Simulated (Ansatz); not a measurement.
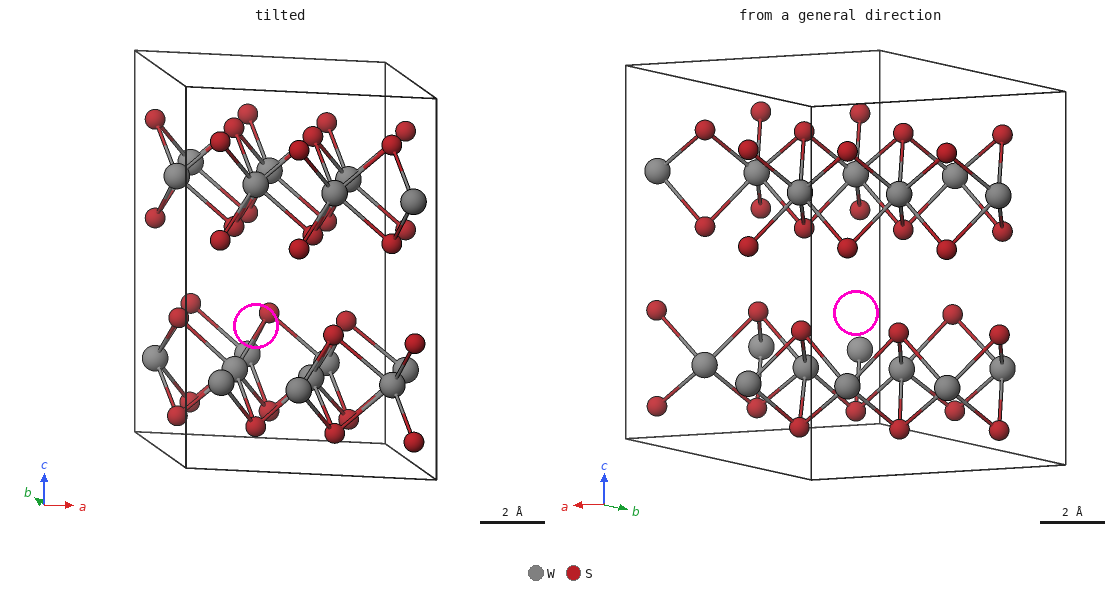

Ball-and-stick drawing of the structure, looking slightly off an axis and from a general direction. The supercell is drawn as a box. The host is WS2, in a cell of 42 sites, and the cell carries a charge of +1. A ring marks the defect's site.

Where does the cell differ from the host, and how?

A sulfur vacancy. Around the empty site lie three W at about 2.4 Å.

All computed values are from DFT PBE+D3(BJ), scalar-relativistic, plane waves, PAW in Ansatz. Settings: E_cut = 420 eV, the zone sampled with 2×2×2 points, Gaussian smearing of 0.01 eV, collinear spins.

Is a magnetic moment found?

No net moment.

The atoms were relaxed in the host's cell with Ansatz 0.2.0, DFT PBE+D3(BJ), scalar-relativistic, plane waves, PAW.
